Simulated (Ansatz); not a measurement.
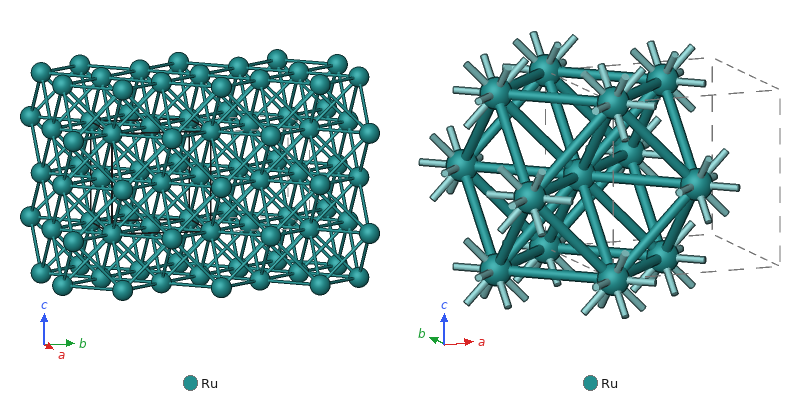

Left: the structure. Right: its underlying net. Nodes are coloured by element. Short stubs are edges that leave the cut-out.

Ru (space group Fm-3m, No. 225): the input geometry of an electronic-structure calculation (not necessarily at equilibrium); the starting structure was generated, so it need not be a known form of this composition.

Bonds are taken as Ru–Ru below 3 Å; no other contact counts. The graph is simplified in the usual way: terminal and isolated atoms are pruned, two-connected atoms become edges.

The result is a uninodal 12-connected, three-periodic net: Ru is a 12-connected node. It is the fcu net, known from cubic close packing. It is a single net, without interpenetration.

| node | links | point symbol | coordination sequence |
| --- | --- | --- | --- |
| Ru | 12 | 3^24.4^36.5^6 | 12 42 92 162 |
